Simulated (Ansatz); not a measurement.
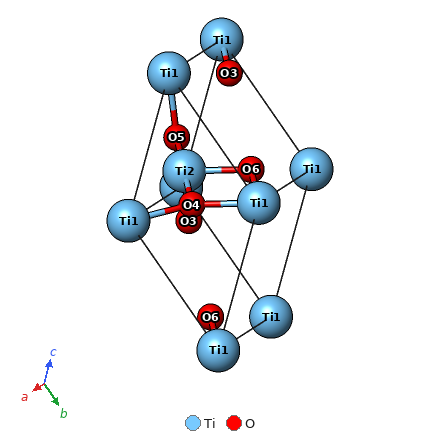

The system is TiO2 (I4_1/amd, No. 141; 6 atoms in the cell); the picture shows the reference structure. The energy is mapped over the lattice constants a and c of the conventional cell. Coordinates scanned: (1) lattice constant a (and b); (2) lattice constant c. Nothing is relaxed (fractional coordinates fixed). Grid: 7 × 7 points. Points are written as (first, second). Energies are in meV/atom, from the lowest grid point. Theory: DFT PBE+U, scalar-relativistic, plane waves, PAW in Ansatz. Settings: cutoff 520 eV, k-mesh 8×8×8, gaussian smearing 0.05 eV, U_eff Ti 4 eV, no spin polarisation.

Its coordinates:

```yaml
crystal:
  lattice:
    - [-1.90865, 1.90865, 4.88991]
    - [1.90865, -1.90865, 4.88991]
    - [1.90865, 1.90865, -4.88991]
  atoms:
    - { symbol: Ti, position: [0.00000, 0.00000, 0.00000] }
    - { symbol: Ti, position: [0.75000, 0.25000, 0.50000] }
    - { symbol: O, position: [0.20523, 0.20523, 0.00000] }
    - { symbol: O, position: [0.95523, 0.45523, 0.50000] }
    - { symbol: O, position: [0.54477, 0.04477, 0.50000] }
    - { symbol: O, position: [0.79477, 0.79477, 0.00000] }
```

Range: lattice constant a (and b) from 3.626 to 4.008 Å; lattice constant c from 9.00 to 10.56 Å.

Predict the map.

The lowest grid point is at (3.817 Å, 9.78 Å). It is the only kind of minimum in the scanned range. The highest grid point, (3.626 Å, 9.00 Å), lies 312 meV/atom above the lowest. Round the minimum the valley is somewhat tilted: raising lattice constant a (and b) shifts the best value of lattice constant c downwards (coupling k₁₂/√(k₁₁k₂₂) about 0.5). The gap on the k-mesh is 2.6 eV at the lowest point and runs from 2.1 to 3.1 eV over the map.

| lattice constant c ↓, lattice constant a (and b) → | 3.626 | 3.690 | 3.754 | 3.817 | 3.881 | 3.945 | 4.008 |
| --- | --- | --- | --- | --- | --- | --- | --- |
| 10.56 | 88 | 57 | 50 | 65 | 97 | 144 | 203 |
| 10.30 | 79 | 40 | 25 | 32 | 56 | 96 | 149 |
| 10.04 | 82 | 33 | 10 | 9 | 26 | 58 | 104 |
| 9.78 | 101 | 42 | 10 | 0 | 9 | 33 | 71 |
| 9.52 | 141 | 72 | 30 | 11 | 11 | 27 | 57 |
| 9.26 | 208 | 129 | 77 | 48 | 39 | 46 | 68 |
| 9.00 | 312 | 222 | 159 | 120 | 101 | 99 | 112 |

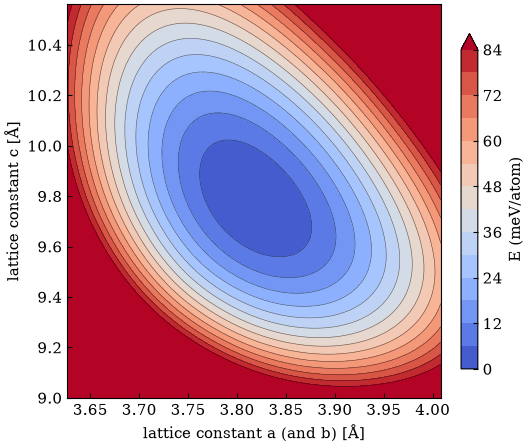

In the figure: filled contours, one colour for all values above the top of the scale. Between grid points the surface is interpolated.

Time for the 49 points that were run: 9.1 min on 2 threads of Arm Neoverse V1 (shared host).

PAW datasets: the set soft_1.
